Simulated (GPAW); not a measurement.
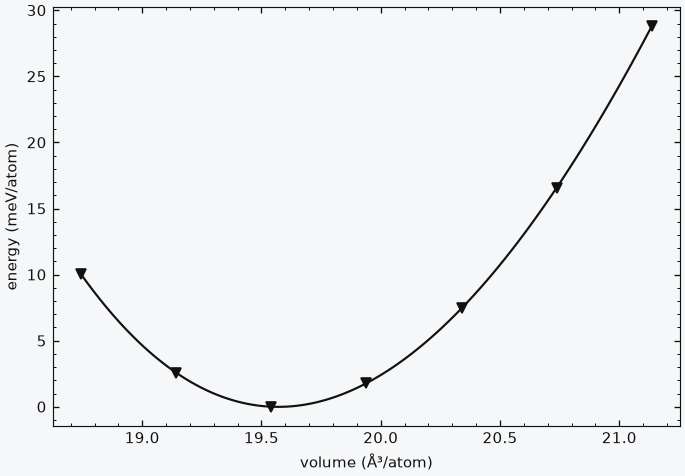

The figure shows the energy against volume.

Computed with GPAW 26.7.0: PAW DFT in plane waves, on a grid or in atomic orbitals, no spin polarisation; energies at scaled volumes of the given cell, shape and fractions fixed, counted from the fit's minimum, third-order Birch-Murnaghan fit. Level: PBEsol.

For which of these solids was it computed?
A. WS₂, P6_3/mmc (No. 194)
B. PbO, P4/nmm (No. 129)
C. Hf, P6_3/mmc (No. 194)

B, PbO: energy from 0.01 meV/atom to 28.79 meV/atom, V0 19.57 Å³/atom, B0 85 GPa. The others give: Hf, energy from 0.54 meV/atom to 61.20 meV/atom, V0 21.66 Å³/atom, B0 115 GPa; WS₂, energy from 0.11 meV/atom to 49.62 meV/atom, V0 17.94 Å³/atom, B0 167 GPa.

For Hf, limits of the calculation: shape and atomic fractions are frozen while scaling, which makes layered, chain and framework solids too stiff.

For PbO, limits of the calculation: spin-orbit coupling left out, heavy elements; shape and atomic fractions are frozen while scaling, which makes layered, chain and framework solids too stiff.

For WS₂, limits of the calculation: shape and atomic fractions are frozen while scaling, which makes layered, chain and framework solids too stiff.
